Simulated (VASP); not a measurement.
# Absorption of GaAs from time-dependent hybrids

Which functionals bind an exciton in GaAs? The cell is of the zinc-blende type, one of the forms listed for this formula. The start is a cell from a database of measured crystal structures.

Main program and level: VASP 6.6.1; PBE; plane waves and PAW (As, Ga_d), in the first sound run; inputs show where later runs differ.

## (1) Set-up

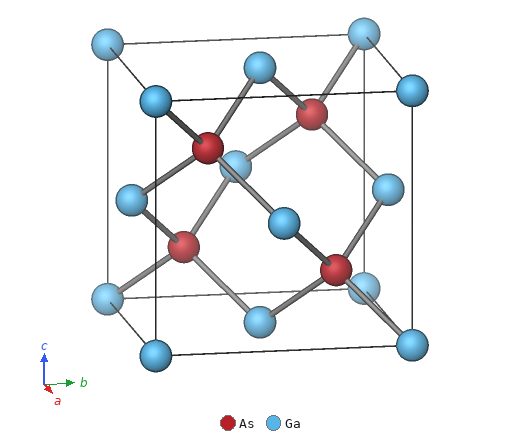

The cell as given, slightly off an axis (arsenic red, gallium blue). This picture shows the conventional cell, with its axes. Bonds to atoms that aren't drawn are left out. Some periodic images of atoms are drawn too.

## (2) Ground state at PBE

The orbitals come from a self-consistent PBE run. A small SIGMA keeps every occupation at zero or full.

INCAR reads:

```
SYSTEM = GaAs
PREC = Accurate
ENCUT = 300
EDIFF = 1E-08
NELM = 100
ISMEAR = 0
SIGMA = 0.01
LREAL = .FALSE.
ALGO = Normal
GGA = PE
NBANDS = 15
LORBIT = 11
LWAVE = .TRUE.
LCHARG = .FALSE.
KPAR = 4
```

POSCAR reads:

```
GaAs
1.0
    0.0000000000      2.8268500000      2.8268500000
    2.8268500000      0.0000000000      2.8268500000
    2.8268500000      2.8268500000      0.0000000000
As Ga
1 1
Direct
    0.7500000000      0.7500000000      0.7500000000
    0.0000000000      0.0000000000      0.0000000000
```

KPOINTS reads:

```
Automatic mesh
0
Gamma
5 5 5
0 0 0
```

Potentials, in the order of the species: As and Ga_d (PBE family, release 64).

Started as:

```sh
mpirun -np 4 vasp_std
```

The program printed:

```text
[banner, memory and clock lines left out]
running    4 mpi-ranks, on    1 nodes
 distrk:  each k-point on    1 cores,    4 groups
 distr:  one band on    1 cores,    1 groups

 POSCAR found type information on POSCAR AsGa
 POSCAR found :  2 types and       2 ions
 LDA part: xc-table for (Slater+PW92), standard interpolation
 POSCAR, INCAR and KPOINTS ok, starting setup
 FFT: planning ... GRIDC
 FFT: planning ... GRID_SOFT
 FFT: planning ... GRID
 WAVECAR not read
 entering main loop
       N       E                     dE             d eps       ncg     rms          rms(c)
DAV:   1     0.643864689318E+02    0.64386E+02   -0.70991E+03   300   0.123E+03
DAV:   2    -0.385765622698E+01   -0.68244E+02   -0.66065E+02   328   0.244E+02
DAV:   3    -0.829849602631E+01   -0.44408E+01   -0.44327E+01   363   0.561E+01
DAV:   4    -0.835774038212E+01   -0.59244E-01   -0.59241E-01   365   0.722E+00
DAV:   5    -0.835846373398E+01   -0.72335E-03   -0.72334E-03   377   0.674E-01    0.294E+00
DAV:   6    -0.820497480191E+01    0.15349E+00   -0.23294E-01   464   0.825E+00    0.178E+00
DAV:   7    -0.818448166586E+01    0.20493E-01   -0.67919E-02   406   0.190E+00    0.580E-01
DAV:   8    -0.818558393394E+01   -0.11023E-02   -0.11246E-02   349   0.124E+00    0.106E-01
DAV:   9    -0.818600930350E+01   -0.42537E-03   -0.10325E-03   321   0.392E-01    0.524E-02
DAV:  10    -0.818608661012E+01   -0.77307E-04   -0.76997E-05   386   0.923E-02    0.287E-02
DAV:  11    -0.818614320362E+01   -0.56594E-04   -0.79082E-05   300   0.684E-02    0.288E-03
DAV:  12    -0.818614359501E+01   -0.39138E-06   -0.13314E-06   405   0.164E-02    0.130E-03
DAV:  13    -0.818614390466E+01   -0.30965E-06   -0.49698E-07   321   0.459E-03    0.616E-04
DAV:  14    -0.818614390209E+01    0.25739E-08   -0.58770E-09   318   0.729E-04
   1 F= -.81861439E+01 E0= -.81861439E+01  d E =-.130737E-23
 writing wavefunctions
```

Wall time 2.4 s (4 MPI ranks of AMD EPYC 7R43, shared host); peak memory 0.41 GiB; 7.2 s of CPU time.

Lines that name or quote the potential files are left out of all logs, and their timing lines are given in words.

Parts of OUTCAR (step 2):

```text
ion  position               nearest neighbor table
   1  0.750  0.750  0.750-   2 2.45   2 2.45   2 2.45   2 2.45
   2  0.000  0.000  0.000-   1 2.45   1 2.45   1 2.45   1 2.45

  LATTYP: Found a face centered cubic cell.
 ALAT       =     5.6537000000

 Subroutine GETGRP returns: Found 24 space group operations
 (whereof 24 operations were pure point group operations)

The static configuration has the point symmetry T_d .

 Found     10 irreducible k-points:

   k-points           NKPTS =     10   k-points in BZ     NKDIM =     10   number of bands    NBANDS=     15

   dimension x,y,z NGX =    24 NGY =   24 NGZ =   24
   dimension x,y,z NGXF=    48 NGYF=   48 NGZF=   48

   ENCUT  =  300.0 eV  22.05 Ry    4.70 a.u.   5.65  5.65  5.65*2*pi/ulx,y,z

   NELECT =      18.0000    total number of electrons

 k-points in reciprocal lattice and weights: Automatic mesh
   0.00000000  0.00000000  0.00000000       0.008
   0.20000000  0.00000000  0.00000000       0.064
   0.40000000  0.00000000  0.00000000       0.064
   0.20000000  0.20000000  0.00000000       0.048
   0.40000000  0.20000000  0.00000000       0.192
  -0.40000000  0.20000000  0.00000000       0.192
  -0.20000000  0.20000000  0.00000000       0.096
   0.40000000  0.40000000  0.00000000       0.048
  -0.40000000  0.40000000  0.00000000       0.096
  -0.40000000  0.40000000  0.20000000       0.192

 average (electrostatic) potential at core
       1 -50.2812       2 -66.3849

 E-fermi :   4.0214

 k-point     1 :       0.0000    0.0000    0.0000
  band No.  band energies     occupation
    ...
      5     -10.7891      2.00000
      6      -8.7759      2.00000
      7       3.9535      2.00000
      8       3.9535      2.00000
      9       3.9535      2.00000
     10       4.4649      0.00000
     11       7.6623      0.00000
     12       7.6623      0.00000
     13       7.6623      0.00000
     14      11.5340      0.00000
    ...

 k-point     2 :       0.2000    0.0000    0.0000
  band No.  band energies     occupation
    ...
      5     -10.7891      2.00000
      6      -8.3203      2.00000
      7       0.6494      2.00000
      8       3.4495      2.00000
      9       3.4495      2.00000
     10       5.5249      0.00000
     11       8.3600      0.00000
     12       8.3600      0.00000
     13       9.1084      0.00000
     14      12.9004      0.00000
    ...

 k-point     3 :       0.4000    0.0000    0.0000
  band No.  band energies     occupation
    ...
      5     -10.7861      2.00000
      6      -7.2730      2.00000
      7      -2.1985      2.00000
      8       2.8868      2.00000
      9       2.8868      2.00000
     10       5.0203      0.00000
     11       8.6069      0.00000
     12       8.6069      0.00000
     13      11.6803      0.00000
     14      13.2216      0.00000
    ...

  Total        0.9714622      0.9714622      0.9714622      0.0000000      0.0000000      0.0000000
  in kB       34.4507135     34.4507135     34.4507135      0.0000000      0.0000000      0.0000000
  external PRESSURE =      34.4507135 kB  Pullay stress =       0.0000000 kB

  energy-cutoff  :      300.00
  volume of cell :       45.18
      direct lattice vectors                 reciprocal lattice vectors
     0.000000000  2.826850000  2.826850000    -0.176875321  0.176875321  0.176875321
     2.826850000  0.000000000  2.826850000     0.176875321 -0.176875321  0.176875321
     2.826850000  2.826850000  0.000000000     0.176875321  0.176875321 -0.176875321

 POSITION                                       TOTAL-FORCE (eV/Angst)
 -----------------------------------------------------------------------------------
      4.24027      4.24027      4.24027        -0.000000     -0.000000     -0.000000
      0.00000      0.00000      0.00000         0.000000      0.000000      0.000000
 -----------------------------------------------------------------------------------
    total drift:                               -0.000007     -0.000007     -0.000007

  FREE ENERGIE OF THE ION-ELECTRON SYSTEM (eV)
  ---------------------------------------------------
  free  energy   TOTEN  =        -8.1861439021 eV

  energy  without entropy=       -8.1861439021  energy(sigma->0) =       -8.18614390

 total charge
# of ion       s       p       d       tot
------------------------------------------
    1        1.202   1.611   0.031   2.845
    2        0.874   0.808   9.994  11.675
--------------------------------------------------
tot          2.077   2.419  10.024  14.520

[... 3 further parts left out ...]
```

The gap is read on the k-mesh alone, so it is an upper bound where the band edges lie off the mesh.

A gap read on the k-mesh alone can miss the band edges.

Numbers from this step:

| Property | Result |
| --- | --- |
| free energy (TOTEN) | -8.186 eV |
| Fermi energy | 4.021 eV |
| pressure | 3.445 GPa |
| gap on the k-mesh | 0.5114 eV |
| least direct gap on the k-mesh | 0.5114 eV |

## (3) Empty bands, functional PBE

ALGO = Exact diagonalises the converged Hamiltonian in one step, and LOPTICS writes the k-derivatives of the orbitals (WAVEDER), which give the transition dipoles.

INCAR reads:

```
SYSTEM = GaAs
PREC = Accurate
ENCUT = 300
ISMEAR = 0
SIGMA = 0.01
LREAL = .FALSE.
GGA = PE
NBANDS = 28
ALGO = Exact
NELM = 1
LWAVE = .TRUE.
LCHARG = .FALSE.
LOPTICS = .TRUE.
NEDOS = 1000
CSHIFT = 0.1
```

POSCAR is that of step 2.

KPOINTS is that of step 2.

Started as:

```sh
mpirun -np 4 vasp_std
```

The program printed:

```text
[banner, memory and clock lines left out]
running    4 mpi-ranks, on    1 nodes
 distrk:  each k-point on    4 cores,    1 groups
 distr:  one band on    1 cores,    4 groups

 POSCAR found type information on POSCAR AsGa
 POSCAR found :  2 types and       2 ions
 LDA part: xc-table for (Slater+PW92), standard interpolation
 found WAVECAR, reading the header
  number of bands has changed, file:    15 present:    28
  trying to continue reading WAVECAR, but it might fail
 POSCAR, INCAR and KPOINTS ok, starting setup
 FFT: planning ... GRIDC
 FFT: planning ... GRID_SOFT
 FFT: planning ... GRID
 reading WAVECAR
 random initialization beyond band           15
 the WAVECAR file was read successfully
 initial charge from wavefunction
 entering main loop
       N       E                     dE             d eps       ncg     rms          rms(c)
DIA:   1    -0.818614393318E+01   -0.81861E+01    0.00000E+00     0   0.000E+00
   1 F= -.81861439E+01 E0= -.81861439E+01  d E =-.263388E-24
 writing wavefunctions
 optical routines
 imaginary and real dielectric function
 recalculating local potential from charge density
 direction            1
 direction            2
 direction            3
```

Wall time 3 s (4 MPI ranks); peak memory 0.38 GiB.

From OUTCAR (step 3):

```text
The static configuration has the point symmetry T_d .

 Found     10 irreducible k-points:

   k-points           NKPTS =     10   k-points in BZ     NKDIM =     10   number of bands    NBANDS=     28

   NELECT =      18.0000    total number of electrons

 E-fermi :   4.0226

 k-point     1 :       0.0000    0.0000    0.0000
  band No.  band energies     occupation
    ...
      5     -10.7891      2.00000
      6      -8.7760      2.00000
      7       3.9535      2.00000
      8       3.9535      2.00000
      9       3.9535      2.00000
     10       4.4649      0.00000
     11       7.6623      0.00000
     12       7.6623      0.00000
     13       7.6623      0.00000
     14      11.5340      0.00000
    ...

 k-point     3 :       0.4000    0.0000    0.0000
  band No.  band energies     occupation
    ...
      5     -10.7862      2.00000
      6      -7.2731      2.00000
      7      -2.1985      2.00000
      8       2.8867      2.00000
      9       2.8867      2.00000
     10       5.0203      0.00000
     11       8.6069      0.00000
     12       8.6069      0.00000
     13      11.6804      0.00000
     14      13.2216      0.00000
    ...

  Total        0.9717960      0.9717960      0.9717960     -0.0000000      0.0000000     -0.0000000
  in kB       34.4625499     34.4625499     34.4625499     -0.0000000      0.0000000     -0.0000000
  external PRESSURE =      34.4625499 kB  Pullay stress =       0.0000000 kB

 POSITION                                       TOTAL-FORCE (eV/Angst)
 -----------------------------------------------------------------------------------
      4.24027      4.24027      4.24027         0.000000      0.000000     -0.000000
      0.00000      0.00000      0.00000        -0.000000     -0.000000      0.000000
 -----------------------------------------------------------------------------------
    total drift:                               -0.000007     -0.000007     -0.000007

  FREE ENERGIE OF THE ION-ELECTRON SYSTEM (eV)
  ---------------------------------------------------
  free  energy   TOTEN  =        -8.1861439332 eV

  energy  without entropy=       -8.1861439332  energy(sigma->0) =       -8.18614393

 plasma frequency squared (from intraband transitions) (eV^2)
  --------------------------------------------------------------------------------------
       0.000      -0.000       0.000
      -0.000       0.000      -0.000
       0.000      -0.000       0.000

[... 10 parts as in an earlier step ...]

[... 2 further parts left out ...]
```

WAVECAR now holds 28 bands for 18 electrons. Its independent-particle dielectric tensor has xx, yy, zz = 78.8, 78.8, 78.8 on this mesh, which isn't tested for convergence in mesh or bands and lacks local fields. A value this large is set by the few k points at the smallest gap, and it enters the screening of any GW step.

## (4) Casida equation on PBE

This step: time-dependent PBE, Casida form; plane waves and PAW (As, Ga_d) (VASP 6.6.1).

The Casida equation, in the Tamm-Dancoff approximation (ANTIRES = 0), couples the pairs by a local exchange-correlation kernel; a semilocal kernel is short-ranged. On this coarse mesh the spectra break into peaks of single stars of k points, and those at the smallest gap weigh too much.

INCAR reads:

```
SYSTEM = GaAs
PREC = Accurate
ENCUT = 300
ISMEAR = 0
SIGMA = 0.01
LREAL = .FALSE.
GGA = PE
NBANDS = 28
ALGO = TDHF
NBANDSO = 4
NBANDSV = 4
OMEGAMAX = 25
NEDOS = 1000
CSHIFT = 0.1
PRECFOCK = Fast
LWAVE = .FALSE.
LCHARG = .FALSE.
ANTIRES = 0
LFXC = .TRUE.
LADDER = .FALSE.
```

POSCAR is that of step 3.

KPOINTS is that of step 3.

Started as:

```sh
mpirun -np 4 vasp_std
```

The program printed:

```text
[banner, memory and clock lines left out]
running    4 mpi-ranks, on    1 nodes
 distrk:  each k-point on    4 cores,    1 groups
 distr:  one band on    1 cores,    4 groups

 POSCAR found type information on POSCAR AsGa
 POSCAR found :  2 types and       2 ions
|                                                                             |
|           W    W    AA    RRRRR   N    N  II  N    N   GGGG   !!!           |
|           W    W   A  A   R    R  NN   N  II  NN   N  G    G  !!!           |
|           W    W  A    A  R    R  N N  N  II  N N  N  G       !!!           |
|           W WW W  AAAAAA  RRRRR   N  N N  II  N  N N  G  GGG   !            |
|           WW  WW  A    A  R   R   N   NN  II  N   NN  G    G                |
|           W    W  A    A  R    R  N    N  II  N    N   GGGG   !!!           |
|                                                                             |
|     The default for ENCUTGWSOFT is different in this version of VASP.       |
|     please manually set ENCUTGWSOFT =200 in the INCAR file.                 |
|                                                                             |

 LDA part: xc-table for (Slater+PW92), standard interpolation
 found WAVECAR, reading the header
 POSCAR, INCAR and KPOINTS ok, starting setup
 FFT: planning ... GRIDC
 FFT: planning ... GRID_SOFT
 FFT: planning ... GRID
 reading WAVECAR
 the WAVECAR file was read successfully
 initial charge from wavefunction
 available memory per node:    187.05 GB, setting MAXMEM to    191540

 The Fermi energy was updated, please check that it is located mid-gap
 values below the HOMO (VB) or above the LUMO (CB) will cause erroneous energies
 E-fermi :   4.2092

 the WAVEDER file was read successfully
 responsefunction array rank=     296
 LDA part: xc-table for (Slater+PW92), standard interpolation

 min. memory requirement per mpi rank     60.4 MB, per node    241.7 MB

 Doing            0  frequencies on each core in blocks of            0
 parallelization over k-points
 Using distributed matrix
 Using distributed eigensolver
 allocating two-electron 4 orbital integral table    4    4    4    4
 BSE setting up matrix
 available memory per node:    187.01 GB, setting MAXMEM to    191498
 Calculate matrix elements of the BSE Hamiltonian:
 Workload is divided into blocks of two-electron 4 orbital integrals computed in
  parallel.
 Each block/integral has dimensions  of (   4,   4,   4,   4) orbitals
 Total number of blocks/integrals:                 7875
 Number of spins:                                     1
 Number of kpoints:                                 125
 Spin channel:                                        1
  Number of blocks of unoccupied bands:               1
  Number of blocks of occupied bands:                 1
 Number of rows/columns of blocks:                  125

                                                        Time (sec)
               Integrals                 Ranks       Real         CPU
  [         1 -        500/      7875]     4         0.43        0.00
  [       501 -       1000/      7875]     4         0.87        0.00
  [      1001 -       1500/      7875]     4         1.30        0.00
  [      1501 -       2000/      7875]     4         1.74        0.00
  [      2001 -       2500/      7875]     4         2.18        0.00
  [      2501 -       3000/      7875]     4         2.61        0.00
  [      3001 -       3500/      7875]     4         3.04        0.00
  [      3501 -       4000/      7875]     4         3.47        0.00
  [      4001 -       4500/      7875]     4         3.91        0.00
  [      4501 -       5000/      7875]     4         4.35        0.00
  [      5001 -       5500/      7875]     4         4.79        0.00
  [      5501 -       6000/      7875]     4         5.22        0.00
  [      6001 -       6500/      7875]     4         5.66        0.00
  [      6501 -       7000/      7875]     4         6.11        0.00
  [      7001 -       7500/      7875]     4         6.60        0.00
  [      7501 -       7600/      7875]     4         6.70        0.00
  [      7601 -       7625/      7875]     1         6.80        0.00
  [      7626 -       7725/      7875]     4         6.89        0.00
  [      7726 -       7750/      7875]     1         6.99        0.00
  [      7751 -       7850/      7875]     4         7.09        0.00
  [      7851 -       7870/      7875]     4         7.11        0.00
  [      7871 -       7874/      7875]     4         7.12        0.00
  [      7875 -       7875/      7875]     1         7.12        0.00

 BSE redistributing all elements
 BSE diagonalizing matrix PDSYEVX_ZHEEVX_DESC
 BSE calculating oscillator strength
```

Wall time 11 s (4 MPI ranks); peak memory 0.65 GiB; 42 s of CPU time.

From OUTCAR (step 4):

```text
The static configuration has the point symmetry T_d .

 Found     10 irreducible k-points:

   k-points           NKPTS =     10   k-points in BZ     NKDIM =    125   number of bands    NBANDS=     28

   NELECT =      18.0000    total number of electrons

 E-fermi :   4.2092

[... 7 parts as in an earlier step ...]
```

Numbers from this step:

- lowest excitation: 0.5176 eV

The imaginary dielectric function, xx has structure finer than the step of the table below, so its rows give means over 2 eV, whole bins alone (the curve runs from 0 to 25 eV). Peaks (eV: height): 0.5: 153, 2.1: 101, 4.2: 51.8.

From 4 filled and 4 empty bands alone, without any pair above OMEGAMAX = 25 eV, so strength is missing wherever others contribute; lines are broadened by CSHIFT, which also makes the tail under the first line. Imaginary dielectric function, xx against photon energy; means over each step:

| photon energy (eV) | imaginary dielectric function, xx |
| --- | --- |
| 2 | 17.3 |
| 4 | 20.0 |
| 6 | 4.94 |
| 8 | 4.08 |
| 10 | 0.934 |
| 12 | 0.572 |
| 14 | 0.247 |
| 16 | 0.166 |
| 18 | 0.0895 |
| 20 | 0.0226 |
| 22 | 0.00684 |

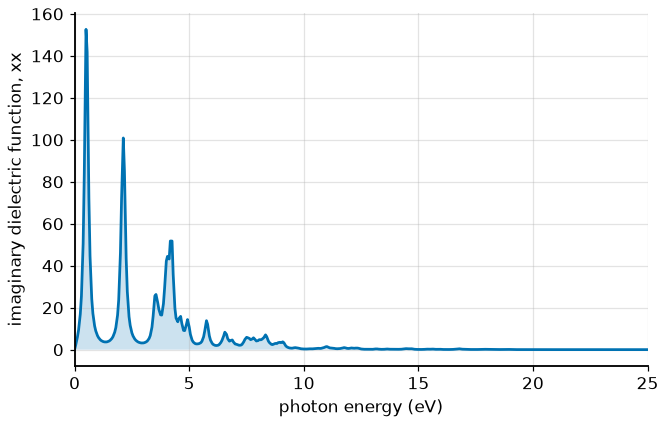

Imaginary dielectric function, xx against photon energy.

The lowest excitation lies at 0.518 eV, +6 meV against the direct gap of these orbitals. Peak heights aren't converged with the mesh, least of all at the onset.

(Part 1 of 4 ends here.)

[Lines on the potential files, build, host, timing and source positions are cut from VASP's logs without a mark.]

[Logs are printed without paths, hosts, clocks, repeated set-up lines and the standing remarks that a program may print on its own settings, such as how far it seeks lower states.]

[Hosts, paths, dates, database ids (printed as entryN), source tags and the programs' standing remarks are cut or masked in the printed files.]

[Pressures printed for these runs are not shown converged in the cutoff: they can be off by several GPa and have the wrong sign.]
